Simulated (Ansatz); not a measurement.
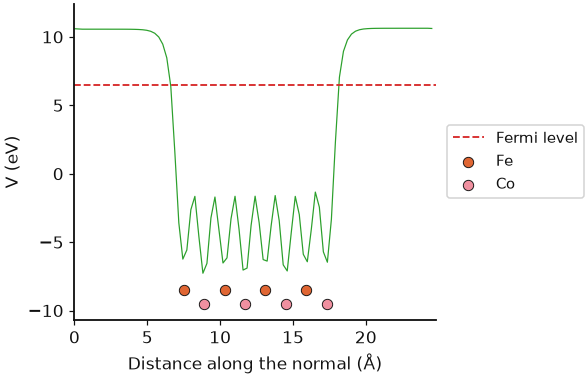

Plane-averaged electrostatic potential energy of an electron across the slab; circles at the bottom mark the heights of the atoms.

Input of the run:

```
crystal:
  lattice:
    - [2.800416293, 0.0, 0.0]
    - [0.0, 2.800416293, 0.0]
    - [0.0, 0.0, 24.8014570255]
  atoms:
    - { symbol: Fe, position: [0.5, 0.5, 0.3024015884], spin: 2.99 }
    - { symbol: Co, position: [0.0, 0.0, 0.3588582775], spin: 1.98 }
    - { symbol: Fe, position: [0.5, 0.5, 0.4153149665], spin: 2.99 }
    - { symbol: Co, position: [0.0, 0.0, 0.4717716555], spin: 1.98 }
    - { symbol: Fe, position: [0.5, 0.5, 0.5282283445], spin: 2.99 }
    - { symbol: Co, position: [0.0, 0.0, 0.5846850335], spin: 1.98 }
    - { symbol: Fe, position: [0.5, 0.5, 0.6411417225], spin: 2.99 }
    - { symbol: Co, position: [0.0, 0.0, 0.6975984116], spin: 1.98 }
basis:
  ecutwfc: 420
kpoints:
  mp_grid: { grid: [12, 12, 1] }
hamiltonian:
  xc: pbesol
scf:
  occupations: { method: gaussian, width: 0.1 }
output:
  forces: true
  stress: true
  eigenvalues: true
  populations: true
magnetization:
  spin_polarized: true
efield:
  axis: 3
  dipole_correction: true
  ramp_width: 0.04
```

Run as:
```bash
ansatz run input.yaml --threads 2 --pin off --max-ram 5120MiB --backend cpu --events-out ev --progress --plain --runs-dir out
```

### What is the work function?

The work function is 4.14 eV at the right face and 4.07 eV at the left.

### How thick are slab and vacuum?

The outermost atoms are 9.8 Å apart, which leaves 15.0 Å of vacuum in a cell 24.8 Å high.

### Do the two faces differ, and what does that say about the slab's dipole?

The vacuum levels differ by 0.07 eV, so the slab carries a dipole along its normal.

The atoms aren't at rest in this cell (largest force 1.2 eV/Å), so the relaxed material can differ.
